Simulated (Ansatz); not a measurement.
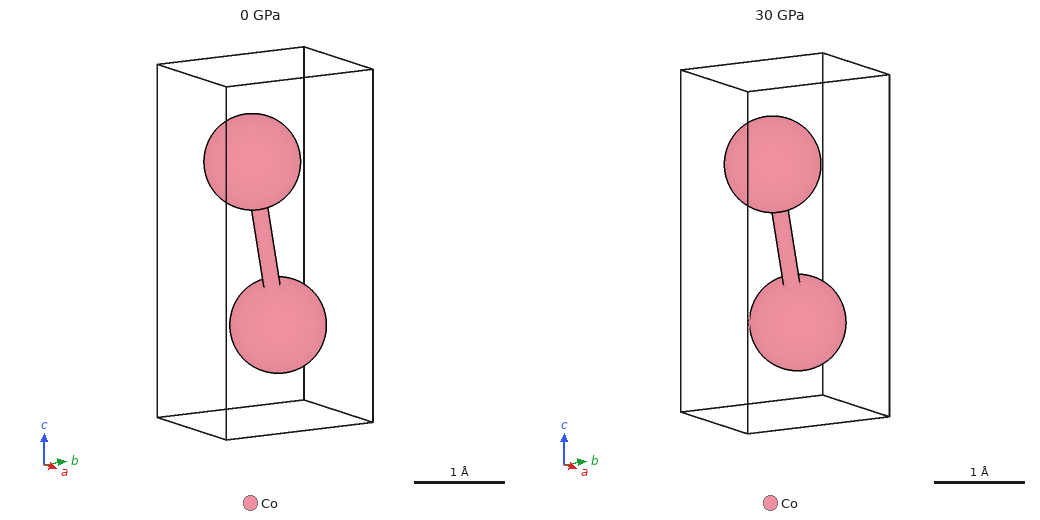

Co, hexagonal close-packed (Mg type), space group P6₃/mmc (No. 194), relaxed (cell and atoms) under a series of hydrostatic pressures; the conventional cell is drawn at the lowest and the highest, to one scale (sticks follow a distance rule). The start was a structure listed in the Materials Project.

Alike in all runs: Ansatz 0.2.0; functional PBEsol; potentials Ansatz PAW; cutoff 420 eV; k mesh 12 × 12 × 7 on the run's cell of 2 atoms; occupations fermi-dirac, width 0.05 eV; collinear spin, ferromagnetic start; no spin-orbit coupling.

```tsv
pressure (GPa)	volume (Å³/atom)	a (Å)	c (Å)	moment (μB/atom)
0.0	10.367	2.457	3.964	1.57
2.0	10.280	2.450	3.954	1.55
5.0	?	?	?	?
10.0	9.972	2.425	3.915	1.51
20.0	9.663	2.400	3.876	1.49
30.0	9.404	2.378	3.841	1.48
```

Fit a third-order Birch-Murnaghan equation to the rows given and use it to fill in the volume that is left out.

The fit gives V0 = 10.37 Å³/atom, B0 = 230 GPa and B0′ = 6.0, which puts the volume at 5.0 GPa at 10.16 Å³/atom. The run gave volume 10.157 Å³/atom; a 2.440 Å; c 3.939 Å; moment 1.54 μB/atom.

Which axis yields most up to 30 GPa?

The axes shrink nearly alike: a −3.2 %, c −3.1 %, against −9.3 % in volume.

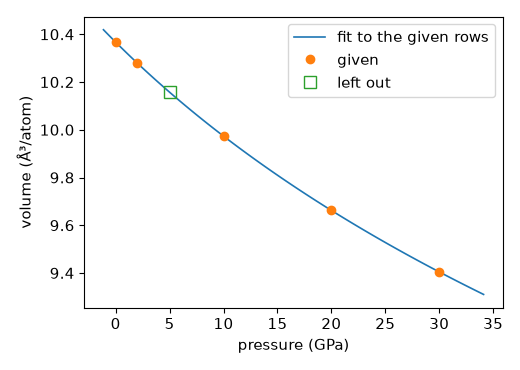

Volume against pressure, with the fit. The structure was kept in its own symmetry, so a change to another phase within this range wouldn't be seen.

Caveat: the plane-wave basis is chosen anew once the cell has moved, so the energies of steps on either side of that aren't comparable.
